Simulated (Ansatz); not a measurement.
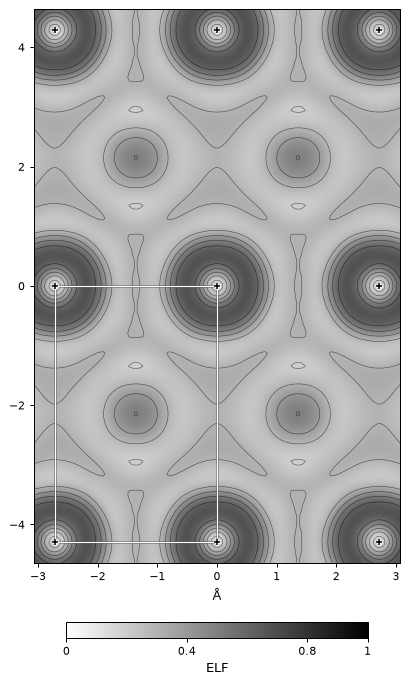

The electron localisation function on a plane through atoms (crosses mark nuclei in the plane).

These are results of DFT PBE, scalar-relativistic, plane waves, PAW in Ansatz, not measurements.

Candidates:
A. V3Si, a = 4.70 Å, b = 4.70 Å, c = 4.70 Å, α = 90.00°, β = 90.00°, γ = 90.00°. Space group Pm-3n; a generated structure, not necessarily the stable one; computed without spin polarisation.
B. Ni, a = 3.52 Å, b = 3.52 Å, c = 3.52 Å, α = 90.00°, β = 90.00°, γ = 90.00°. Space group Fm-3m; a generated structure, not necessarily the stable one; spin-polarised.
C. Ru, a = 2.72 Å, b = 2.72 Å, c = 4.29 Å, α = 90.00°, β = 90.00°, γ = 120.00°. Space group P6₃/mmc; a generated structure, not necessarily the stable one; computed without spin polarisation.

### Which system is this?

Candidate C: Ru on the (100) plane of the conventional cell, which holds Ru. Ru–Ru (2.72 Å): the ELF is about 0.30 at the midpoint.
